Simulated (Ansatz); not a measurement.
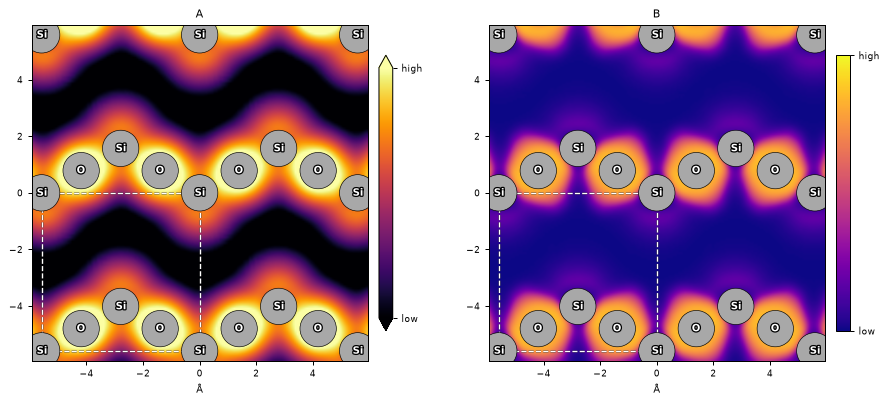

SiO$_{2}$: 2 fields on the (001) plane of the conventional cell, with unlabelled colour scales. Grey discs cover the atomic cores.

Space group I4₁22; a structure from a database of computed crystals, not necessarily the ambient phase.

Level of theory: DFT LDA, scalar-relativistic, plane waves, PAW in Ansatz.

> Match the panels to the quantities (electron localisation function and valence pseudo-density).

Panel A: valence pseudo-density. Panel B: electron localisation function. From the grid: Si–O (1.61 Å): ρ is about 1.3 e/Å³ halfway; the ELF peaks at about 0.85 between the atoms, as expected for a polar covalent bond.
